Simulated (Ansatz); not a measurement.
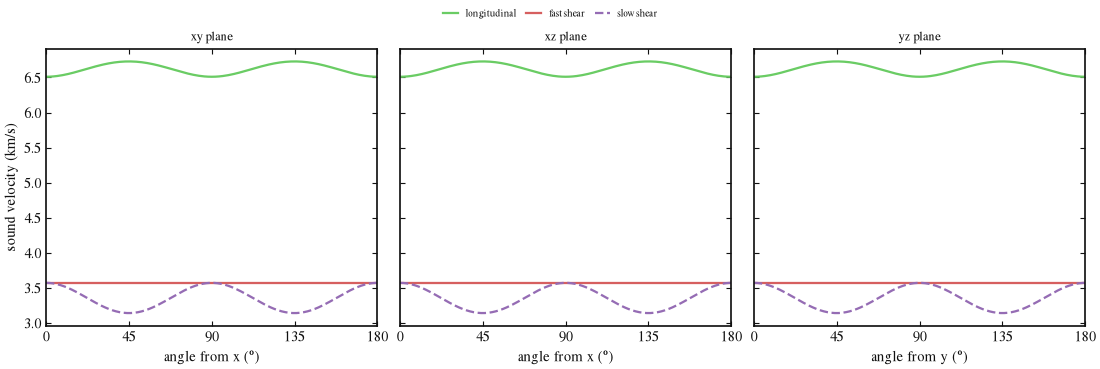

Plotted: sound velocities against the direction of travel in the xy, xz and yz planes, from the elastic constants and the density for NbH₂, space group Fm-3m (No. 225).

The given structure:
```yaml
crystal:
  lattice:
    - [0.00000, 2.24886, 2.24886]
    - [2.24886, 0.00000, 2.24886]
    - [2.24886, 2.24886, 0.00000]
  atoms:
    - { symbol: Nb, position: [0.00000, 0.00000, 0.00000] }
    - { symbol: H, position: [0.25000, 0.25000, 0.25000] }
    - { symbol: H, position: [0.75000, 0.75000, 0.75000] }
```

How it was computed, with Ansatz 0.2.0: elastic stress-strain coefficients at zero temperature from small strains of the given cell, Voigt order xx yy zz yz xz xy, Cartesian axes of the cell vectors; plane waves with PAW datasets, Γ-centred k mesh. Level: PBEsol, no spin polarisation.

wave cutoff 420 eV; k mesh 16×16×16; occupations Fermi–Dirac; smearing width 0.15 eV; ions relaxed; strain amplitude 0.005.

### How fast does sound travel along the Cartesian axes?

Along x the longitudinal wave runs at 6.51 km/s and the transverse ones at 3.57 and 3.57 km/s, the same along y and z; along x + y they run at 6.73, 3.57 and 3.14 km/s (density 6.93 g/cm³).

Limits of the calculation: metal sensitive to the k mesh.

The computed values:

Stiffness matrix C (GPa), Voigt order:
```
       xx     yy     zz    yz    xz    xy
xx  293.7  157.0  157.0   0.0   0.0   0.0
yy  157.0  293.7  157.0   0.0   0.0   0.0
zz  157.0  157.0  293.7   0.0   0.0   0.0
yz    0.0    0.0    0.0  88.4   0.0   0.0
xz    0.0    0.0    0.0   0.0  88.4   0.0
xy    0.0    0.0    0.0   0.0   0.0  88.4
```
